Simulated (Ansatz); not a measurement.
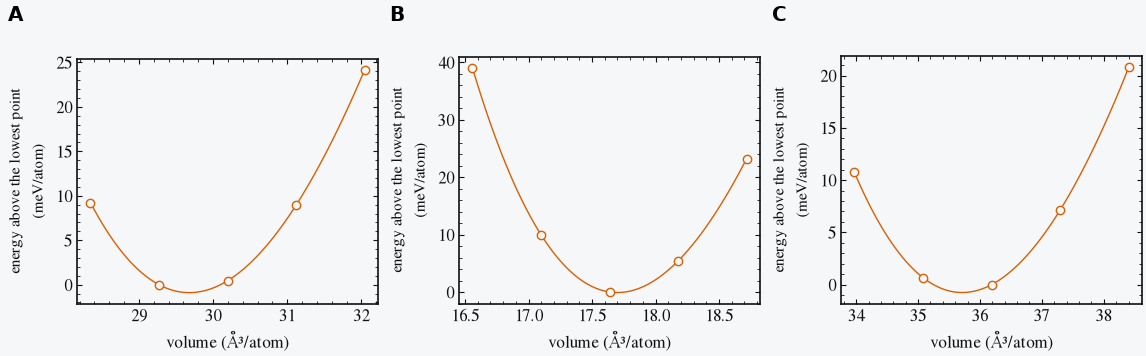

Each panel shows the energy above the lowest point against volume for one of these solids: Au, Fm-3m (No. 225); HgSe, F-43m (No. 216); HgTe, F-43m (No. 216).

Computed with Ansatz 0.2.0 development build: equation of state of a cubic crystal from periodic Kohn-Sham density functional theory without spin, third-order Birch-Murnaghan fit to the free energies; pressure corrected for the finite basis. Level: HSE06, no spin-orbit coupling.

### Match the panels to the solids.

A is HgSe (energy above the lowest point from 0.0 meV/atom to 24.2 meV/atom, V0 29.68 Å³/atom, B0 49.6 GPa); B is Au (energy above the lowest point from 0.0 meV/atom to 39.1 meV/atom, V0 17.7 Å³/atom, B0 146 GPa); C is HgTe (energy above the lowest point from 0.0 meV/atom to 20.8 meV/atom, V0 35.71 Å³/atom, B0 39.3 GPa).

For Au, limits of the calculation: coarse k-mesh, values are not converged in k; pseudopotentials made with PBE, not this functional.

For HgSe, limits of the calculation: coarse k-mesh, values are not converged in k; pseudopotentials made with PBE, not this functional.

For HgTe, limits of the calculation: coarse k-mesh, values are not converged in k.
